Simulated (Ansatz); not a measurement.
Cell and atoms:

```
CELL_PARAMETERS angstrom
3.99701 0.00000 0.00000
-1.99850 3.46151 0.00000
0.00000 0.00000 4.86251
ATOMIC_POSITIONS crystal
Al 0.00000 0.00000 0.00000
Al 0.33333 0.66667 0.35188
Al 0.66667 0.33333 0.64812
Cu 0.33333 0.66667 0.84271
Cu 0.66667 0.33333 0.15729
```

**Interpret the file: composition, symmetry and coordination.**

Its composition is Al$_{3}$Cu$_{2}$. It is primitive hexagonal, space group P-3m1 (No. 164). The cell has 5 atoms, namely 3 Al, 2 Cu. Numbers of contacts at bonding distance: Al 6 to 8 (mean 7.3) and Cu 8. Not all metal-metal contacts are counted.

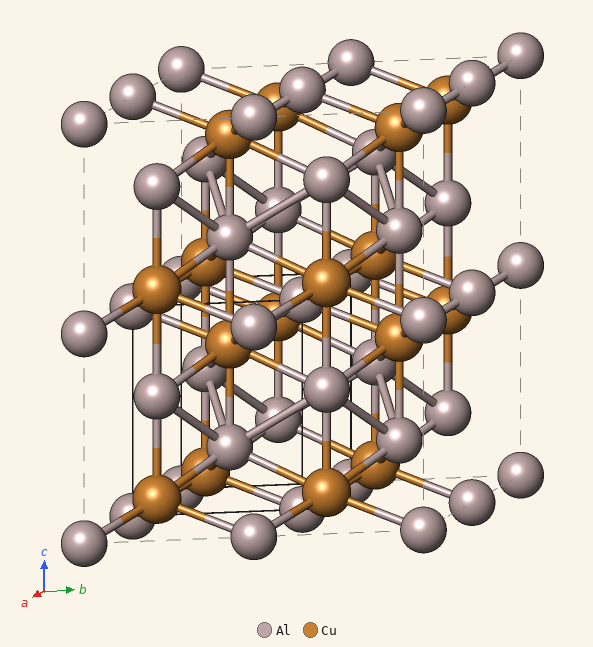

Shown here is a ball-and-stick view of the crystal, taken slightly off an axis. A block of 2×2×2 cells is shown, with one conventional unit cell in solid outline. Colours: aluminium light grey, copper orange.

Its origin is a structure listed in the Materials Project. The cell was then strained or its atoms displaced on purpose. It went into a calculation with Ansatz.
